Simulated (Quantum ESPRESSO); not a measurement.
# black phosphorene, 1 layer, stepped through strain along the second axis, part 3 of 6

Aim: how the results for black phosphorene, 1 layer change with strain along the second axis.

Quantum ESPRESSO 7.5; plane-wave DFT, PBE, GBRV ultrasoft pseudopotentials.

So far. Step 2 (Variable-cell relaxation of the reference):  The last row is no step: it is a fresh SCF in the final cell with a new plane-wave basis, -0 meV from the row before. Step 3 (Relaxing the ions, -4 %): The relaxation lowers the energy by 1 meV an atom.

**5. Electrostatic potential, -4 %**

plot_num = 11 writes the bare and Hartree potential, from which vacuum levels or, in a crystal, the mean potential are read.

Contents of m0.pot.in:

```
&inputpp
  prefix = 'm0.scf'
  outdir = './out'
  filplot = 'm0.pot.dat'
  plot_num = 11
/
```

Started as:

```
$ OMP_NUM_THREADS=1 mpirun -n 4 pp.x -in m0.pot.in > m0.pot.out
```

Output:

```text
[banner, memory and clock lines left out]
Program POST-PROC v.7.5 starts

          URL

     ./out/m0.scf.save/

     IMPORTANT: XC functional enforced from input :
     Exchange-correlation= PBE
                           (   1   4   3   4   0   0   0)
     Any further DFT definition will be discarded
     Please, verify this is what you really want

     negative rho (up, down):  2.705E-04 0.000E+00

     Calling punch_plot, plot_num =  11
     Writing data to file  m0.pot.dat
     Message from routine chdens:
     namelist plot not found or invalid, exiting
```

Wall time 1.6 s (4 MPI ranks of Intel Xeon at 2.70GHz, shared host); peak memory 0.1 GiB; 4.4 s of CPU time.

Numbers from this step:

| Item | Value |
| --- | --- |
| slope of the potential above | 5.08e-5 eV/Å |
| upper vacuum line continued to the top atoms, over the valence top | 5.046 eV |
| slope of the potential below | -3.83e-5 eV/Å |
| lower vacuum line continued to the bottom atoms, over the valence top | 5.046 eV |
| vacuum level at the upper face over the valence top of the mesh | 5.046 eV |
| vacuum level at the lower face over the valence top of the mesh | 5.046 eV |

Electrostatic potential energy of an electron; zero at the highest filled level of the SCF mesh. Table of potential energy, planar mean by z:

```csv
z (Å),"potential energy, planar mean (eV)"
0,5.05
2,5.05
4,5.04
6,4.48
8,-9.75
10,-12.3
12,4.99
14,5.05
16,5.05
```

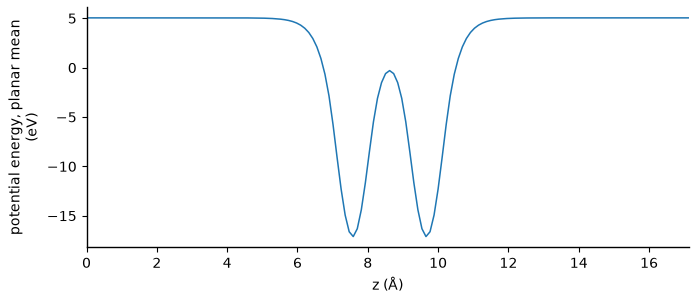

Potential energy, planar mean against z.

**6. Band structure, -4 %**

Bands along a path place the edges.

Contents of m0.bands.in:

```
&control
  prefix = 'm0.bands'
  outdir = './out'
  pseudo_dir = './pseudo'
  calculation = 'bands'
/
&system
  ibrav = 0
  nat = 4
  ntyp = 1
  ecutwfc = 40
  ecutrho = 200
  occupations = 'smearing'
  smearing = 'fd'
  degauss = 0.002
  nbnd = 16
/
&electrons
  conv_thr = 1e-07
  mixing_beta = 0.4
  electron_maxstep = 120
  mixing_mode = 'plain'
/
ATOMIC_SPECIES
  P   30.9738  p_pbe_v1.5.uspp.F.UPF
CELL_PARAMETERS angstrom
  4.62062627700000 0.00000000000000 0.00000000000000
  0.00000000000000 3.16937588448000 0.00000000000000
  0.00000000000000 0.00000000000000 17.24000000000000
ATOMIC_POSITIONS crystal
  P   0.086582993400 0.000000000000 0.438573809400
  P   0.413544578100 0.500000000000 0.438575226300
  P   0.586455421900 0.500000000000 0.561424773700
  P   0.913417006600 0.000000000000 0.561426190600
K_POINTS crystal_b
5
  0.0000000000 0.0000000000 0.0000000000 12
  0.5000000000 0.0000000000 0.0000000000 12
  0.5000000000 0.5000000000 0.0000000000 12
  0.0000000000 0.5000000000 0.0000000000 12
  0.0000000000 0.0000000000 0.0000000000 1
```

Started as:

```
$ cp -r out/m0.scf.save out/m0.bands.save
$ cp out/m0.scf.xml out/m0.bands.xml
$ OMP_NUM_THREADS=1 mpirun -n 4 pw.x -nk 4 -in m0.bands.in > m0.bands.out
```

Output:

```text
[banner, memory and clock lines left out]
Program PWSCF v.7.5 starts

          URL

     Atomic positions and unit cell read from directory:
     ./out/m0.bands.save/

     Message from routine setup:
     using ibrav=0 with symmetry is DISCOURAGED, use correct ibrav instead

     G-vector sticks info

     bravais-lattice index     =            0
     lattice parameter (alat)  =       8.7317  a.u.
     unit-cell volume          =    1703.7601 (a.u.)^3
     number of atoms/cell      =            4
     number of atomic types    =            1
     number of electrons       =        20.00
     number of Kohn-Sham states=           16
     kinetic-energy cutoff     =      40.0000  Ry
     charge density cutoff     =     200.0000  Ry
     Exchange-correlation=  SLA  PW   PBX  PBC
                           (   1   4   3   4   0   0   0)

     celldm(1)=   8.731718  celldm(2)=   0.000000  celldm(3)=   0.000000
     celldm(4)=   0.000000  celldm(5)=   0.000000  celldm(6)=   0.000000

     crystal axes: (cart. coord. in units of alat)
               a(1) = (   1.000000   0.000000   0.000000 )
               a(2) = (   0.000000   0.685919   0.000000 )
               a(3) = (   0.000000   0.000000   3.731096 )

     reciprocal axes: (cart. coord. in units 2 pi/alat)
               b(1) = (  1.000000  0.000000  0.000000 )
               b(2) = (  0.000000  1.457898  0.000000 )
               b(3) = (  0.000000  0.000000  0.268018 )

     PseudoPot. # 1 for P  read from file:
     ./pseudo/p_pbe_v1.5.uspp.F.UPF
     Pseudo is Ultrasoft + core correction, Zval =  5.0
     Generated by new atomic code, or converted to UPF format
     Using radial grid of  903 points,  6 beta functions with:
                l(1) =   0
                l(2) =   0
                l(3) =   1
                l(4) =   1
                l(5) =   2
                l(6) =   2
     Q(r) pseudized with  8 coefficients,  rinner =    1.300   1.300   1.300
                                                       1.300   1.300

     atomic species   valence    mass     pseudopotential
     P                 5.00    30.97380     P ( 1.00)

      4 Sym. Ops., with inversion, found

   Cartesian axes

     site n.     atom                  positions (alat units)
         1        P      tau(   1) = (   0.0865830   0.0000000   1.6363610  )
         2        P      tau(   2) = (   0.4135446   0.3429596   1.6363663  )
         3        P      tau(   3) = (   0.5864554   0.3429596   2.0947297  )
         4        P      tau(   4) = (   0.9134170   0.0000000   2.0947350  )

     number of k points=    49  Fermi-Dirac smearing, width (Ry)=  0.0020
                       cart. coord. in units 2pi/alat
        k(    1) = (   0.0000000   0.0000000   0.0000000), wk =   0.0408163
        k(    2) = (   0.0416667   0.0000000   0.0000000), wk =   0.0408163
        k(    3) = (   0.0833333   0.0000000   0.0000000), wk =   0.0408163
        k(    4) = (   0.1250000   0.0000000   0.0000000), wk =   0.0408163
        k(    5) = (   0.1666667   0.0000000   0.0000000), wk =   0.0408163
        k(    6) = (   0.2083333   0.0000000   0.0000000), wk =   0.0408163
        k(    7) = (   0.2500000   0.0000000   0.0000000), wk =   0.0408163
        k(    8) = (   0.2916667   0.0000000   0.0000000), wk =   0.0408163
        k(    9) = (   0.3333333   0.0000000   0.0000000), wk =   0.0408163
        k(   10) = (   0.3750000   0.0000000   0.0000000), wk =   0.0408163
        k(   11) = (   0.4166667   0.0000000   0.0000000), wk =   0.0408163
        k(   12) = (   0.4583333   0.0000000   0.0000000), wk =   0.0408163
        k(   13) = (   0.5000000   0.0000000   0.0000000), wk =   0.0408163
        k(   14) = (   0.5000000   0.0607457   0.0000000), wk =   0.0408163
        k(   15) = (   0.5000000   0.1214915   0.0000000), wk =   0.0408163
        k(   16) = (   0.5000000   0.1822372   0.0000000), wk =   0.0408163
        k(   17) = (   0.5000000   0.2429830   0.0000000), wk =   0.0408163
        k(   18) = (   0.5000000   0.3037287   0.0000000), wk =   0.0408163
        k(   19) = (   0.5000000   0.3644745   0.0000000), wk =   0.0408163
        k(   20) = (   0.5000000   0.4252202   0.0000000), wk =   0.0408163
        k(   21) = (   0.5000000   0.4859659   0.0000000), wk =   0.0408163
        k(   22) = (   0.5000000   0.5467117   0.0000000), wk =   0.0408163
        k(   23) = (   0.5000000   0.6074574   0.0000000), wk =   0.0408163
        k(   24) = (   0.5000000   0.6682032   0.0000000), wk =   0.0408163
        k(   25) = (   0.5000000   0.7289489   0.0000000), wk =   0.0408163
        k(   26) = (   0.4583333   0.7289489   0.0000000), wk =   0.0408163
        k(   27) = (   0.4166667   0.7289489   0.0000000), wk =   0.0408163
        k(   28) = (   0.3750000   0.7289489   0.0000000), wk =   0.0408163
        k(   29) = (   0.3333333   0.7289489   0.0000000), wk =   0.0408163
        k(   30) = (   0.2916667   0.7289489   0.0000000), wk =   0.0408163
        k(   31) = (   0.2500000   0.7289489   0.0000000), wk =   0.0408163
        k(   32) = (   0.2083333   0.7289489   0.0000000), wk =   0.0408163
        k(   33) = (   0.1666667   0.7289489   0.0000000), wk =   0.0408163
        k(   34) = (   0.1250000   0.7289489   0.0000000), wk =   0.0408163
        k(   35) = (   0.0833333   0.7289489   0.0000000), wk =   0.0408163
        k(   36) = (   0.0416667   0.7289489   0.0000000), wk =   0.0408163
        k(   37) = (   0.0000000   0.7289489   0.0000000), wk =   0.0408163
        k(   38) = (   0.0000000   0.6682032   0.0000000), wk =   0.0408163
        k(   39) = (   0.0000000   0.6074574   0.0000000), wk =   0.0408163
        k(   40) = (   0.0000000   0.5467117   0.0000000), wk =   0.0408163
        k(   41) = (   0.0000000   0.4859659   0.0000000), wk =   0.0408163
        k(   42) = (   0.0000000   0.4252202   0.0000000), wk =   0.0408163
        k(   43) = (   0.0000000   0.3644745   0.0000000), wk =   0.0408163
        k(   44) = (   0.0000000   0.3037287   0.0000000), wk =   0.0408163
        k(   45) = (   0.0000000   0.2429830   0.0000000), wk =   0.0408163
        k(   46) = (   0.0000000   0.1822372   0.0000000), wk =   0.0408163
        k(   47) = (   0.0000000   0.1214915   0.0000000), wk =   0.0408163
        k(   48) = (   0.0000000   0.0607457   0.0000000), wk =   0.0408163
        k(   49) = (   0.0000000   0.0000000   0.0000000), wk =   0.0408163

     Dense  grid:    81415 G-vectors     FFT dimensions: (  40,  27, 150)

     Smooth grid:    58149 G-vectors     FFT dimensions: (  36,  25, 135)

     The potential is recalculated from file :
     ./out/m0.bands.save/charge-density

     negative rho (up, down):  2.705E-04 0.000E+00
[...]
-15.6582 -15.3383 -10.1639  -9.7853  -4.7154  -4.2661  -3.5087  -3.3007
    -2.9745  -2.3323   1.2619   1.2926   1.9477   2.3133   2.6060   2.8931

          k = 0.5000 0.0000 0.0000 (  7246 PWs)   bands (ev):

   -15.5014 -15.4998  -9.9863  -9.9860  -4.4987  -4.4968  -3.4053  -3.4042
    -2.6298  -2.6283   1.2967   1.2969   2.1391   2.1397   2.7375   2.7376

          k = 0.5000 0.0607 0.0000 (  7276 PWs)   bands (ev):

   -15.4792 -15.4775  -9.9723  -9.9720  -4.4831  -4.4812  -3.6678  -3.6668
    -2.5504  -2.5490   1.4686   1.4688   2.1527   2.1535   2.6688   2.6690

          k = 0.5000 0.1215 0.0000 (  7272 PWs)   bands (ev):

   -15.4127 -15.4110  -9.9318  -9.9315  -4.4372  -4.4354  -4.2318  -4.2308
    -2.4735  -2.4720   1.8352   1.8353   2.1419   2.1428   2.6351   2.6353

          k = 0.5000 0.1822 0.0000 (  7280 PWs)   bands (ev):

   -15.3022 -15.3006  -9.8701  -9.8699  -4.8995  -4.8985  -4.3652  -4.3634
    -2.4806  -2.4791   1.8896   1.8900   2.1178   2.1181   3.0649   3.0662

          k = 0.5000 0.2430 0.0000 (  7258 PWs)   bands (ev):

   -15.1487 -15.1470  -9.7984  -9.7983  -5.5811  -5.5802  -4.2764  -4.2747
    -2.5689  -2.5675   1.6383   1.6384   2.2109   2.2110   3.7126   3.7144

          k = 0.5000 0.3037 0.0000 (  7276 PWs)   bands (ev):

   -14.9533 -14.9516  -9.7384  -9.7384  -6.2164  -6.2157  -4.1915  -4.1900
    -2.7212  -2.7201   1.4373   1.4374   2.2649   2.2653   4.1860   4.1880

          k = 0.5000 0.3645 0.0000 (  7298 PWs)   bands (ev):

   -14.7180 -14.7163  -9.7297  -9.7294  -6.7448  -6.7443  -4.1576  -4.1565
    -2.8888  -2.8883   1.3365   1.3369   2.2575   2.2583   4.3357   4.3368

          k = 0.5000 0.4252 0.0000 (  7282 PWs)   bands (ev):

   -14.4462 -14.4445  -9.8279  -9.8273  -7.0971  -7.0969  -4.2555  -4.2551
    -2.9795  -2.9792   1.3364   1.3367   2.1602   2.1615   4.3081   4.3084

          k = 0.5000 0.4860 0.0000 (  7324 PWs)   bands (ev):

   -14.1436 -14.1419 -10.0696 -10.0687  -7.2267  -7.2266  -4.5240  -4.5238
    -2.9381  -2.9370   1.3950   1.3952   1.9982   1.9993   4.2975   4.2987

          k = 0.5000 0.5467 0.0000 (  7320 PWs)   bands (ev):

   -13.8211 -13.8192 -10.4231 -10.4220  -7.1540  -7.1536  -4.9049  -4.9044
    -2.8099  -2.8085   1.3786   1.3802   1.9298   1.9301   4.3054   4.3071

          k = 0.5000 0.6075 0.0000 (  7316 PWs)   bands (ev):

   -13.5014 -13.4995 -10.8084 -10.8073  -6.9403  -6.9398  -5.3286  -5.3280
    -2.6619  -2.6603   1.2096   1.2120   2.0698   2.0707   4.1823   4.1845

          k = 0.5000 0.6682 0.0000 (  7296 PWs)   bands (ev):

   -13.2361 -13.2342 -11.1285 -11.1274  -6.6475  -6.6470  -5.7428  -5.7421
    -2.5464  -2.5448   1.0451   1.0477   2.2692   2.2702   3.9303   3.9328

          k = 0.5000 0.7289 0.0000 (  7324 PWs)   bands (ev):

   -13.1242 -13.1222 -11.2610 -11.2600  -6.4271  -6.4267  -6.0030  -6.0021
    -2.5026  -2.5010   0.9812   0.9838   2.3677   2.3686   3.8014   3.8039

          k = 0.4583 0.7289 0.0000 (  7322 PWs)   bands (ev):

   -13.1323 -13.1303 -11.2520 -11.2509  -6.4554  -6.4551  -5.9521  -5.9513
    -2.5079  -2.5064   0.9805   0.9831   2.2681   2.2689   3.8294   3.8318

          k = 0.4167 0.7289 0.0000 (  7330 PWs)   bands (ev):

   -13.1553 -13.1534 -11.2260 -11.2251  -6.5123  -6.5121  -5.8281  -5.8273
    -2.5239  -2.5224   0.9673   0.9699   2.0382   2.0387   3.8332   3.8351

          k = 0.3750 0.7289 0.0000 (  7332 PWs)   bands (ev):

   -13.1906 -13.1888 -11.1867 -11.1858  -6.5649  -6.5646  -5.6658  -5.6650
    -2.5499  -2.5485   0.9024   0.9047   1.8040   1.8041   3.7024   3.7037

          k = 0.3333 0.7289 0.0000 (  7324 PWs)   bands (ev):

   -13.2343 -13.2325 -11.1385 -11.1377  -6.5994  -6.5991  -5.4817  -5.4808
    -2.5860  -2.5847   0.7336   0.7354   1.6671   1.6674   3.4363   3.4371

          k = 0.2917 0.7289 0.0000 (  7320 PWs)   bands (ev):

   -13.2823 -13.2806 -11.0866 -11.0859  -6.6119  -6.6116  -5.2846  -5.2837
    -2.6333  -2.6321   0.4764   0.4779   1.6335   1.6342   3.0991   3.0996

          k = 0.2500 0.7289 0.0000 (  7304 PWs)   bands (ev):

   -13.3309 -13.3293 -11.0352 -11.0347  -6.6025  -6.6022  -5.0808  -5.0797
    -2.6951  -2.6941   0.2014   0.2027   1.6345   1.6353   2.7546   2.7549

          k = 0.2083 0.7289 0.0000 (  7286 PWs)   bands (ev):

   -13.3768 -13.3753 -10.9881 -10.9877  -6.5747  -6.5743  -4.8754  -4.8743
    -2.7764  -2.7755  -0.0388  -0.0374   1.5915   1.5920   2.4717   2.4720

          k = 0.1667 0.7289 0.0000 (  7282 PWs)   bands (ev):

   -13.4176 -13.4161 -10.9477 -10.9473  -6.5342  -6.5337  -4.6736  -4.6722
    -2.8819  -2.8812  -0.2135  -0.2120   1.4339   1.4339   2.3198   2.3202

          k = 0.1250 0.7289 0.0000 (  7294 PWs)   bands (ev):

   -13.4511 -13.4496 -10.9155 -10.9152  -6.4887  -6.4883  -4.4805  -4.4790
    -3.0109  -3.0104  -0.3090  -0.3072   1.1819   1.1824   2.2836   2.2840

          k = 0.0833 0.7289 0.0000 (  7262 PWs)   bands (ev):

   -13.4760 -13.4746 -10.8923 -10.8920  -6.4472  -6.4468  -4.3052  -4.3035
    -3.1515  -3.1512  -0.3302  -0.3280   0.9199   0.9208   2.2930   2.2934

          k = 0.0417 0.7289 0.0000 (  7258 PWs)   bands (ev):

   -13.4914 -13.4900 -10.8783 -10.8781  -6.4181  -6.4177  -4.1680  -4.1661
    -3.2742  -3.2741  -0.3054  -0.3026   0.7166   0.7180   2.3083   2.3086

          k = 0.0000 0.7289 0.0000 (  7260 PWs)   bands (ev):

   -13.4966 -13.4951 -10.8737 -10.8734  -6.4077  -6.4072  -4.1116  -4.1095
    -3.3270  -3.3270  -0.2859  -0.2829   0.6367   0.6384   2.3146   2.3150

          k = 0.0000 0.6682 0.0000 (  7262 PWs)   bands (ev):

   -13.9600 -13.0128 -11.3916 -10.3174  -6.6059  -6.2532  -4.2305  -4.0926
    -3.4814  -3.0804  -0.2049  -0.1855   0.2468   1.0714   1.8860   2.7650

          k = 0.0000 0.6075 0.0000 (  7272 PWs)   bands (ev):

   -14.3971 -12.5230 -11.8692  -9.7269  -6.8004  -6.1873  -4.4302  -4.1690
    -3.5112  -2.7827  -0.0810   0.0508   0.0571   1.4970   1.5318   3.2209

          k = 0.0000 0.5467 0.0000 (  7272 PWs)   bands (ev):

   -14.8018 -12.3046 -12.0440  -9.1075  -6.9488  -6.2247  -4.6752  -4.3063
    -3.4232  -2.4706  -0.3193   0.3580   0.4544   1.2005   2.0051   3.6627

          k = 0.0000 0.4860 0.0000 (  7286 PWs)   bands (ev):

   -15.1703 -12.6967 -11.6007  -8.4688  -7.0122  -6.3425  -4.9355  -4.4630
    -3.2754  -2.1747  -0.4309   0.4543   0.9691   1.2303   2.4840   4.0631

          k = 0.0000 0.4252 0.0000 (  7302 PWs)   bands (ev):

   -15.4997 -13.0443 -11.2231  -7.8289  -6.9539  -6.5030  -5.1904  -4.5979
    -3.1465  -1.9191  -0.3747   0.2562   1.5645   1.6510   2.9734   4.2017

          k = 0.0000 0.3645 0.0000 (  7286 PWs)   bands (ev):

   -15.7881 -13.3469 -10.9374  -7.2232  -6.7469  -6.6757  -5.4264  -4.6627
    -3.0880  -1.7184  -0.1334   0.0127   2.1914   2.2138   3.4880   3.8833

          k = 0.0000 0.3037 0.0000 (  7300 PWs)   bands (ev):

   -16.0341 -13.6037 -10.7509  -6.8409  -6.7189  -6.3881  -5.6350  -4.5871
    -3.0998  -1.5763  -0.2099   0.2659   2.7528   2.8830   3.6338   3.6596

          k = 0.0000 0.2430 0.0000 (  7280 PWs)   bands (ev):

   -16.2366 -13.8144 -10.6481  -6.9863  -6.3954  -5.9051  -5.8107  -4.2986
    -3.1521  -1.4869  -0.3978   0.7684   3.1587   3.4349   3.4579   3.4606

          k = 0.0000 0.1822 0.0000 (  7252 PWs)   bands (ev):

   -16.3948 -13.9786 -10.6017  -7.1049  -6.2519  -5.9502  -5.3494  -3.8193
    -3.2159  -1.4400  -0.5464   1.3142   2.4847   3.1174   3.2591   3.3573

          k = 0.0000 0.1215 0.0000 (  7240 PWs)   bands (ev):

   -16.5082 -14.0961 -10.5862  -7.1921  -6.2089  -6.0511  -4.7954  -3.2756
    -3.2719  -1.4255  -0.6535   1.6446   1.8368   2.7398   3.0132   3.1328

          k = 0.0000 0.0607 0.0000 (  7254 PWs)   bands (ev):

   -16.5764 -14.1666 -10.5835  -7.2453  -6.2023  -6.1122  -4.3551  -3.3091
    -2.8260  -1.4324  -0.7181   1.0482   2.2048   2.2428   2.9443   3.0564

          k = 0.0000 0.0000 0.0000 (  7241 PWs)   bands (ev):

   -16.5992 -14.1901 -10.5837  -7.2632  -6.2028  -6.1326  -4.1795  -3.3220
    -2.6447  -1.4404  -0.7397   0.8262   1.9918   2.4037   2.9207   3.0306

     XML data file, pseudopotentials, collected wavefunctions

                                        0.00s GPU  (    1049 calls)
```

Wall time 41 s (4 MPI ranks); peak memory 0.36 GiB; 2.7 min of CPU time.

This step gave:

```
valence top, on the run's zero : -1.426 eV
gap by band count              : 0.6858 eV
```

Band numbers count within the set of bands kept for display. Electronic bands along the path, in eV, zero at the highest filled level of the SCF mesh; v1 is the highest filled band, c1 the lowest empty one:

```csv
point,v4,v3,v2,v1,c1,c2,c3,c4
Γ,-2.75,-1.89,-1.22,-0.01,0.69,2.25,3.42,3.83
X,-1.98,-1.98,-1.20,-1.20,2.72,2.72,3.57,3.57
S,-4.57,-4.57,-1.07,-1.07,2.41,2.41,3.80,3.80
Y,-2.68,-2.68,-1.90,-1.90,1.14,1.15,2.06,2.07
Γ,-2.75,-1.89,-1.22,-0.01,0.69,2.25,3.42,3.83
```

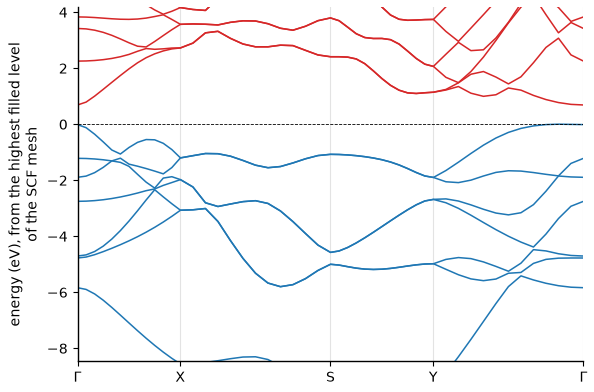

Electronic bands along the path; lines of filled and empty bands in two colours.

Along this path the valence top lies near Γ and the conduction bottom at Γ.

[end of part 3 of 6]

[Logs are printed without paths, hosts, clocks, repeated set-up lines and the standing remarks that a program may print on its own settings, such as how far it seeks lower states.]

[Hosts, paths, dates, database ids (printed as entryN), source tags and the programs' standing remarks are cut or masked in the printed files.]

[Maps of the electrostatic potential energy from Ansatz leave out the sawtooth potential of an applied field or a dipole correction, so their vacuum need not be flat; planar profiles and work functions include it.]
